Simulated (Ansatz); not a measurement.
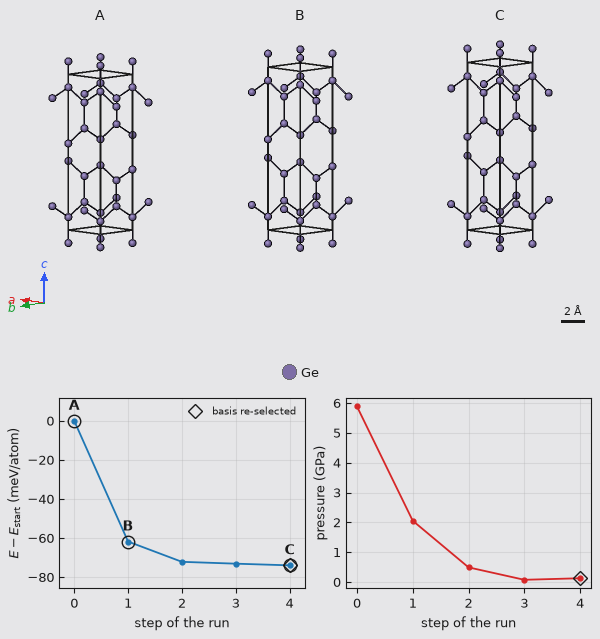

Frames of a relaxation of solid Ge (a generated structure, set up in I4_1/amd) (coarse preliminary run), marked on the history of the run. The picture is a ball-and-stick view of the conventional cell (2 times the calculation's cell), seen from a free direction. Lengths and directions refer to the drawn axes.

Method: DFT PBE, scalar-relativistic, plane waves, PAW in Ansatz 0.2.0. Set-up: plane-wave cutoff 420 eV; k-point mesh 6 × 6 × 6; occupations gaussian; smearing width 0.1 eV; no spin polarisation; cell and atoms relaxed; force threshold 0.04 eV/Å; at most 70 steps.

**Describe the path.**

Over 3 accepted moves (4 points after the start) the energy falls by 73.9 meV per atom. The largest force component goes from 0.45 to 0.0076 eV/Å. Pressure: 5.89 GPa at the start and 0.13 GPa at the end. At 1 point the geometry stayed and the basis and grid were re-selected for the new cell (energy shift of 0.9 meV per atom at most each time). The largest moves relative to the cell, 0.012 Å, are those of Ge atoms. The drawn cell changes as follows: a = b 3.991 → 4.047 Å (+1.4 %), c 13.824 → 14.877 Å (+7.6 %); the volume changes by +10.7 %. Among the contacts that change: Ge–Ge 2.304 → 2.455 Å, Ge–Ge 2.304 → 2.386 Å. Among the angles between lasting bonds that change: Ge–Ge–Ge 120.0° → 116.0°, Ge–Ge–Ge 120.0° → 122.0°. The space group stays I4_1/amd (No. 141). The run took 73 s on 1 thread of Intel(R) Xeon(R) Processor @ 2.50GHz (Skylake/Cascade Lake), on a shared host, peak memory 0.44 GiB. From step 0 to 1: volume +5.8 %, energy −61.8 meV per atom. From step 1 to 4: volume +4.6 %, energy −12.2 meV per atom.

| step | E − E(0), meV/atom | largest force component, eV/Å | pressure, GPa | volume, Å³/atom | note |
| --- | --- | --- | --- | --- | --- |
| 0 | 0.00 | 0.4482 | 5.89 | 27.519 |  |
| 1 | -61.76 | 0.1277 | 2.06 | 29.116 |  |
| 2 | -72.13 | 0.0670 | 0.49 | 30.141 |  |
| 3 | -73.08 | 0.0084 | 0.08 | 30.453 |  |
| 4 | -73.94 | 0.0076 | 0.13 | 30.453 | same geometry, new basis |
